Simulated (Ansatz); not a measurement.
**What a change does: single-point calculation on Ni3Ge**

System: Ni3Ge (Pm-3m, 4 atoms in the cell).
Method of run A: DFT LDA, scalar-relativistic, plane waves, PAW, no spin polarisation (Ansatz 0.2.0).

The structure derives from a Materials Project entry. Text and figures count atoms from 1; the logs count them from 0 in places.

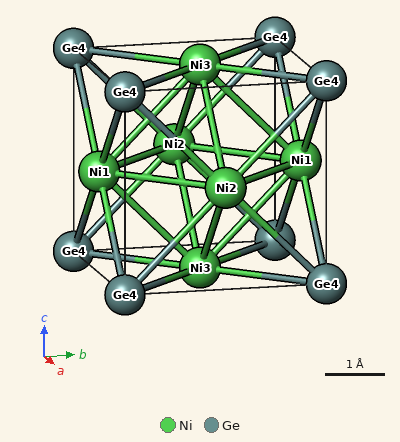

Fig. 1: The structure as given in the input (ball-and-stick view of the cell of the calculation, seen slightly off an axis; atoms are numbered from 1 in the order of the input). An atom can appear more than once, as a periodic image.

## Input, run A
```yaml
crystal:
  lattice:
    - [3.5303341067, 0.0, 0.0]
    - [0.0, 3.5303341067, 0.0]
    - [0.0, 0.0, 3.5303341067]
  atoms:
    - { symbol: Ni, position: [0.5, 0.0, 0.5] }
    - { symbol: Ni, position: [0.0, 0.5, 0.5] }
    - { symbol: Ni, position: [0.5, 0.5, 0.0] }
    - { symbol: Ge, position: [0.0, 0.0, 0.0] }
basis:
  ecutwfc: 420
kpoints:
  mp_grid: { grid: [12, 12, 12] }
hamiltonian:
  xc: lda
scf:
  occupations: { method: gaussian, width: 0.1 }
output:
  forces: true
  stress: true
  eigenvalues: true
  write_density: true
  write_potential: true
  elf: true
  volumetric_format: npy
```

Command:
```bash
ansatz run input.yaml --threads 1 --pin off --max-ram 2560MiB --backend cpu --events-out ev --progress --plain --runs-dir out
```

Hardware: 1 thread of Intel Xeon @ 2.50GHz (Skylake/Cascade Lake), 189 GiB of memory available, shared host.

## Output, shortened to warnings, some set-up lines, iterations and results (run A)
```
Basis set: ecut = 420 eV, 847 PW (Γ)
Symmetry: 48 space group operations
k-points: 84 of 1728
Initial density: superposition of atomic densities (neutral atoms: chi_scale 0, normalization atom), corrected by the library's trained network
[...]
SCF iter   1: F=—  HF=-21537.258180 eV  |F-HF|=—  |Δ(HF+E_count)|=         —  Δρ=1.89e-2  dr2=6.48e-2  ethr=1.77e-3  ⟨swp⟩=5.5  Hψ=11025  notcnv=0  defer=30
SCF iter   2: F=—  HF=-21537.243663 eV  |F-HF|=—  |Δ(HF+E_count)|=   1.45e-2  Δρ=4.75e-3  dr2=3.63e-3  ethr=9.54e-5  ⟨swp⟩=2.2  Hψ=6657  notcnv=0  defer=138
SCF iter   3: F=—  HF=-21537.242950 eV  |F-HF|=—  |Δ(HF+E_count)|=   7.13e-4  Δρ=1.77e-3  dr2=7.27e-4  ethr=5.34e-6  ⟨swp⟩=1.6  Hψ=3547  notcnv=0  defer=138
SCF iter   4: F=—  HF=-21537.242731 eV  |F-HF|=—  |Δ(HF+E_count)|=   2.20e-4  Δρ=4.10e-4  dr2=9.73e-5  ethr=1.07e-6  ⟨swp⟩=2.4  Hψ=4960  notcnv=0  defer=138
SCF iter   5: F=—  HF=-21537.242706 eV  |F-HF|=—  |Δ(HF+E_count)|=   2.42e-5  Δρ=2.94e-4  dr2=4.74e-5  ethr=1.43e-7  ⟨swp⟩=2.0  Hψ=3853  notcnv=0  defer=138
SCF iter   6: F=—  HF=-21537.242694 eV  |F-HF|=—  |Δ(HF+E_count)|=   1.27e-5  Δρ=4.42e-5  dr2=6.34e-7  ethr=6.97e-8  ⟨swp⟩=2.0  Hψ=4659  notcnv=0  defer=138
SCF iter   7: F=—  HF=-21537.242694 eV  |F-HF|=—  |Δ(HF+E_count)|=   6.58e-7  Δρ=2.28e-5  dr2=2.27e-7  ethr=1.47e-10  ⟨swp⟩=11.8  Hψ=26159  notcnv=0
SCF iter   8: F=-21537.242694 eV  HF=-21537.242694 eV  |F-HF|=1.07e-8  |Δ(HF+E_count)|=   7.26e-8  Δρ=5.98e-6  dr2=1.72e-8  ethr=1.47e-10  ⟨swp⟩=7.1  Hψ=20607  notcnv=0
SCF 1 converged in 8 iterations: F = -21537.242694 eV  dr2 = 1.72e-8
SCF converged after 8 iterations
Free energy (F): -21537.242694 eV
Harris-Foulkes:  -21537.242694 eV  (|F-HF|=1.07e-8)
Internal energy: -21537.232720 eV  (E = F + TS)
E sigma→0 (E₀):  -21537.237707 eV
Entropy (-TS):   -0.009974 eV (-2.494 meV/atom)
Fermi energy:    18.300224 eV
--- Per-component energies (eV) ---
  E_band       = -849.346915
  E_kinetic    = 970.923542
  E_local      = -12183.344647  (includes V_loc(G=0)·N_el)
  E_nonlocal   = 2344.999167
  E_hartree    = 5161.821128
  E_xc         = -332.228834
  E_vxc        = -398.012964  (∫ρ·V_xc dr)
  E_paw        = -6638.319790  (= ΣΔE_a)
  E_vpaw       = -1907.554850  (= ΣTr[D̂ρ^β])
  E_aug_tail   = 0.001359  (compensation charges beyond the density's cutoff)
  E_ewald      = -10864.295333
  E_core_change = 3.210688  (= ΣΔE_core)
  E_smearing   = -0.009974  (= −TS)
  E_closure    = 0.000000  (closes the sum)
  Σ components = -21537.242694   (vs F -21537.242694, Δ=0.00e0)
--- Forces (eV/Å), atoms counted from 1 ---
  atom   1  Ni     0.00000000    -0.00000000    -0.00000000
  atom   2  Ni     0.00000000    -0.00000000    -0.00000000
  atom   3  Ni     0.00000000     0.00000000     0.00000000
  atom   4  Ge    -0.00000000    -0.00000000    -0.00000000
  max |Σ_I F_I| component: 6.26e-29 eV/Å
--- Stress (GPa, compression-positive) ---
       -7.761250      -0.000000       0.000000
       -0.000000      -7.761250       0.000000
        0.000000       0.000000      -7.761250
  P = ⅓ Tr σ = -7.7612 GPa (-77.612 kbar)
```

The input of run B differs as follows (lines with − go, lines with + come):
```diff
-  ecutwfc: 420
+  ecutwfc: 500
-  xc: lda
+  xc: r2scan
+  populations: true
```

Predict how the results change.

The total energies belong to different methods, so their difference says nothing on which is more stable or more accurate. The pressure goes from −7.76 to 0.42 GPa. The functional changes from LDA to r2SCAN. The SCF takes 9 iterations against 8. The plane waves at Γ go from 847 to 1141. On the same kind of shared host run B took about 2.2 times as long.

## Output, shortened to warnings, some set-up lines, iterations and results (run B)
```
Basis set: ecut = 500 eV, 1141 PW (Γ), exchange–correlation on 108×108×108 points (64 copies of the dense FFT grid, shifted against one another)
Symmetry: 48 space group operations
k-points: 84 of 1728
Initial density: superposition of atomic densities (neutral atoms: chi_scale 0, normalization atom), corrected by the library's trained network
[...]
SCF iter   1: F=—  HF=-21839.587181 eV  |F-HF|=—  |Δ(HF+E_count)|=         —  Δρ=2.57e-2  dr2=2.07e-1  dr2_τ=1.27e-1  ethr=1.77e-3  ⟨swp⟩=5.6  Hψ=11691  notcnv=0  defer=24
SCF iter   2: F=—  HF=-21839.765860 eV  |F-HF|=—  |Δ(HF+E_count)|=   1.79e-1  Δρ=5.18e-3  dr2=4.01e-3  dr2_τ=1.74e-3  ethr=3.05e-4  ⟨swp⟩=2.2  Hψ=7302  notcnv=0  defer=148
SCF iter   3: F=—  HF=-21839.762780 eV  |F-HF|=—  |Δ(HF+E_count)|=   3.08e-3  Δρ=8.64e-3  dr2=2.63e-2  dr2_τ=5.43e-5  ethr=5.90e-6  ⟨swp⟩=2.1  Hψ=6607  notcnv=0  defer=148
SCF iter   4: F=—  HF=-21839.758119 eV  |F-HF|=—  |Δ(HF+E_count)|=   4.66e-3  Δρ=4.03e-3  dr2=3.06e-3  dr2_τ=1.53e-5  ethr=5.90e-6  ⟨swp⟩=2.0  Hψ=6540  notcnv=0  defer=148
SCF iter   5: F=—  HF=-21839.758763 eV  |F-HF|=—  |Δ(HF+E_count)|=   6.44e-4  Δρ=1.42e-3  dr2=3.82e-4  dr2_τ=3.89e-6  ethr=4.50e-6  ⟨swp⟩=2.1  Hψ=4356  notcnv=0  defer=148
SCF iter   6: F=—  HF=-21839.758990 eV  |F-HF|=—  |Δ(HF+E_count)|=   2.26e-4  Δρ=3.96e-4  dr2=6.47e-5  dr2_τ=2.81e-7  ethr=5.62e-7  ⟨swp⟩=2.1  Hψ=5127  notcnv=0  defer=148
SCF iter   7: F=—  HF=-21839.758996 eV  |F-HF|=—  |Δ(HF+E_count)|=   6.36e-6  Δρ=1.18e-4  dr2=4.93e-6  dr2_τ=3.43e-8  ethr=9.51e-8  ⟨swp⟩=2.1  Hψ=4967  notcnv=0  defer=148
SCF iter   8: F=—  HF=-21839.758997 eV  |F-HF|=—  |Δ(HF+E_count)|=   5.77e-7  Δρ=3.11e-5  dr2=3.41e-7  dr2_τ=4.41e-9  ethr=7.25e-9  ⟨swp⟩=2.0  Hψ=5965  notcnv=0  defer=148
SCF iter   9: F=-21839.758997 eV  HF=-21839.758997 eV  |F-HF|=4.18e-9  |Δ(HF+E_count)|=   1.37e-7  Δρ=4.64e-6  dr2=9.85e-9  dr2_τ=8.92e-11  ethr=1.47e-10  ⟨swp⟩=14.1  …
SCF 1 converged in 9 iterations: F = -21839.758997 eV  dr2 = 9.85e-9
SCF converged after 9 iterations
Free energy (F): -21839.758997 eV
Harris-Foulkes:  -21839.758997 eV  (|F-HF|=4.18e-9)
Internal energy: -21839.748165 eV  (E = F + TS)
E sigma→0 (E₀):  -21839.753581 eV
Entropy (-TS):   -0.010832 eV (-2.708 meV/atom)
Fermi energy:    18.528639 eV
--- Per-component energies (eV) ---
  E_band       = -917.922923
  E_kinetic    = 966.789699
  E_local      = -12196.020236  (includes V_loc(G=0)·N_el)
  E_nonlocal   = 2350.885713
  E_hartree    = 5189.175117
  E_xc         = -307.699003
  E_vxc        = -422.454366  (∫ρ·V_xc dr)
  E_paw        = -6976.598851  (= ΣΔE_a)
  E_vpaw       = -2025.598224  (= ΣTr[D̂ρ^β])
  E_aug_tail   = 0.000703  (compensation charges beyond the density's cutoff)
  E_vtau       = 30.128267  (kinetic-family band-sum trace: ∫τ·v_τ [+ j·A + Jᵃ·Aᵃ] dr)
  E_ewald      = -10864.295333
  E_core_change = -1.985972  (= ΣΔE_core)
  E_smearing   = -0.010832  (= −TS)
  E_closure    = -0.000000  (closes the sum)
  Σ components = -21839.758997   (vs F -21839.758997, Δ=0.00e0)
--- Forces (eV/Å), atoms counted from 1 ---
  atom   1  Ni     0.00000000    -0.00000000    -0.00000000
  atom   2  Ni     0.00000000     0.00000000     0.00000000
  atom   3  Ni     0.00000000    -0.00000000     0.00000000
  atom   4  Ge    -0.00000000     0.00000000     0.00000000
  max |Σ_I F_I| component: 1.82e-28 eV/Å
--- Stress (GPa, compression-positive) ---
        0.418490      -0.000000      -0.000000
       -0.000000       0.418490       0.000000
        0.000000       0.000000       0.418490
  P = ⅓ Tr σ = 0.4185 GPa (4.185 kbar)
--- Löwdin populations: 4 sites ---
  site symbol       q [e]
     0     Ni     17.6260
     1     Ni     17.6260
     2     Ni     17.6260
     3     Ge     14.5173
  spilling = 0.008894 (of n_electrons = 68.000000)
```

## The two runs side by side

```csv
quantity,run A,run B
outcome,converged,converged
free energy per atom (eV),−5384.3107,−5459.9397
"energy per atom, smearing taken to zero (eV)",−5384.3094,−5459.9384
gap on the mesh (eV),0.00,0.00
pressure (GPa),−7.76,0.42
largest force (eV/Å),0.000,0.000
SCF iterations,8,9
irreducible k-points,84,84
plane waves at Γ,847,1141
wall time (shared host),20 s,44 s
```

For both runs: The run has no spin polarisation, so a magnetic state may lie lower. For run A: The cell is under a tension of 7.8 GPa at this level, so it is not at its equilibrium volume.
